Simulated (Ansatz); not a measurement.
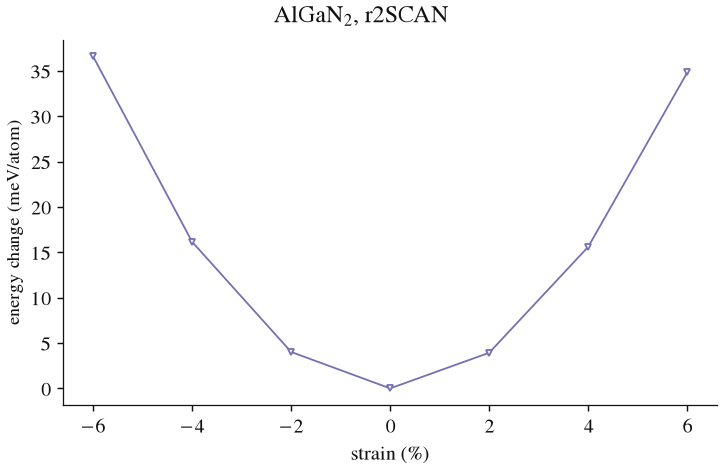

The picture above shows the energy change against strain for AlGaN₂, space group P-4m2 (No. 115).

Structure:
```yaml
crystal:
  lattice:
    - [3.13853, 0.00000, 0.00000]
    - [0.00000, 3.13853, 0.00000]
    - [0.00000, 0.00000, 4.42236]
  atoms:
    - { symbol: Al, position: [0.50000, 0.50000, 0.50000] }
    - { symbol: Ga, position: [0.00000, 0.00000, 0.00000] }
    - { symbol: N, position: [0.50000, 0.00000, 0.73908] }
    - { symbol: N, position: [0.00000, 0.50000, 0.26092] }
```

How it was computed, with Ansatz 0.2.0: energy, stress and cell of a relaxed crystal along a series of strains, atoms and what the cell freedom names relaxed within the symmetry; stress is positive in compression; plane waves with PAW datasets, Γ-centred k mesh; energies extrapolated to zero smearing. Level: r2SCAN, no spin polarisation.

wave cutoff 500 eV; k mesh 8×8×6; occupations Gaussian; smearing width 0.02 eV; strain kind stretch along c with a and b held; cell freedom cell held, only c stretched.

From this curve and the settings, what does the calculation give for the stress zz, band gap and c/a at the same points?

The stress zz falls from 18.12 GPa at strain −6 % to −16.86 GPa at 6 %, and changes sign near 0 %. The band gap stays open and runs from 3.899 eV at strain −6 % to 2.822 eV at 6 %. The c/a rises from 1.3245 at strain −6 % to 1.4936 at 6 %.

```tsv
strain (%)	stress zz (GPa)	band gap (eV)	c/a
-6	18.12	3.899	1.3245
-4	11.96	3.727	1.3527
-2	5.92	3.548	1.3809
0	0.01	3.369	1.4091
2	-5.76	3.189	1.4372
4	-11.39	3.007	1.4654
6	-16.86	2.822	1.4936
```
